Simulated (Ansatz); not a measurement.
Bi3Se

```cif
data_structure
_symmetry_space_group_name_H-M 'P 1'
_symmetry_Int_Tables_number 1
_cell_length_a 4.5934
_cell_length_b 4.5934
_cell_length_c 11.1678
_cell_angle_alpha 90.000
_cell_angle_beta 90.000
_cell_angle_gamma 90.000
_cell_volume 235.63
loop_
_atom_site_label
_atom_site_type_symbol
_atom_site_fract_x
_atom_site_fract_y
_atom_site_fract_z
_atom_site_occupancy
Bi1 Bi 0.00000 0.00000 0.50000 1
Bi2 Bi 0.50000 0.50000 0.00000 1
Bi3 Bi 0.50000 0.00000 0.25000 1
Bi4 Bi 0.00000 0.50000 0.75000 1
Bi5 Bi 0.00000 0.50000 0.25000 1
Bi6 Bi 0.50000 0.00000 0.75000 1
Se1 Se 0.00000 0.00000 0.00000 1
Se2 Se 0.50000 0.50000 0.50000 1
```

Space group I4/mmm; started from the TiAl3 (D0_22)_139 prototype, which need not be the ambient phase; computed without spin polarisation.

Computed with DFT PBE, scalar-relativistic, plane waves, PAW (Ansatz).

The density is the valence pseudo-density of a PAW calculation; it isn't the true density close to the nuclei.

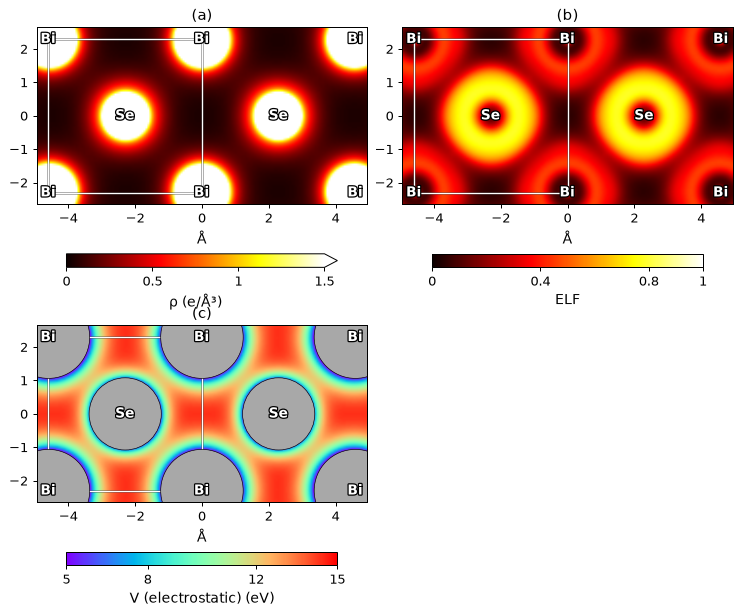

Figure 1. (a) valence electron density; (b) electron localisation function; (c) electrostatic potential energy of an electron on the (001) plane of the conventional cell. Grey discs cover the atomic cores in the potential map.

Interpret the plot.

Answer. Atoms in the plane: Bi and Se.
Bi–Se (3.25 Å): ρ at the midpoint is about 0.17 e/Å³; the ELF is about 0.30 at the midpoint: no shared electron pair shows on this line.
Between the atoms the lowest density in this plane is 0.04 e/Å³.
The features right at Bi lie inside the PAW spheres, where the map follows smoothed inner orbitals and isn't to be read closely.
Outside the cores the potential energy rises away from the atoms and is highest about 2.2 Å from the nearest atoms; its zero is arbitrary.

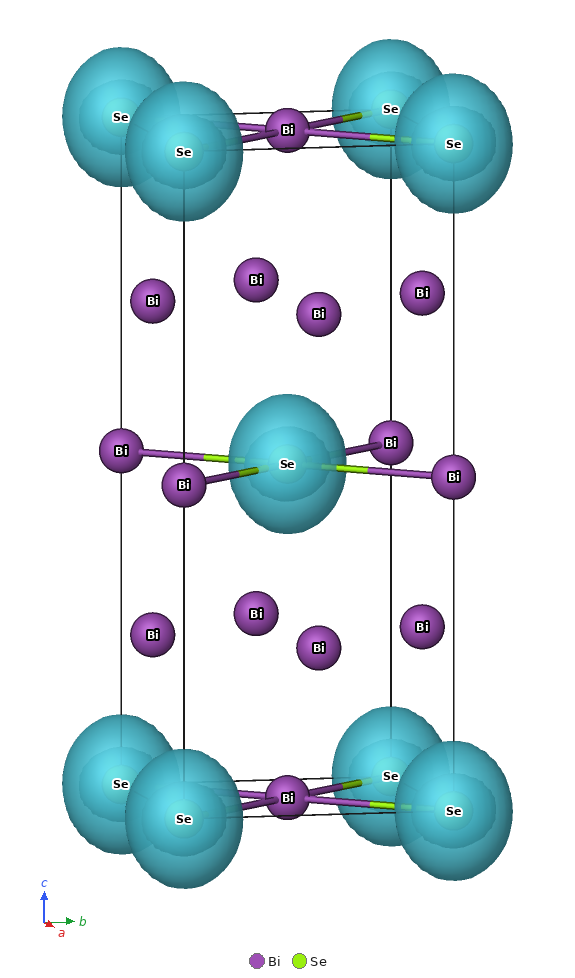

Figure 2. Isosurface of the ELF at 0.75 (cyan), seen slightly off an axis. Core shells and regions of very low density are left out. Sticks mark near contacts.

Describe the localisation domains.

Answer. The surface consists of two regions wrapped around Se (the valence shell of each), counted in one cell of 8 atoms. Regions shared between cells count once.

Metal or insulator at this level of theory?

Answer. It is metallic or semimetallic at this level of theory: no gap opens.
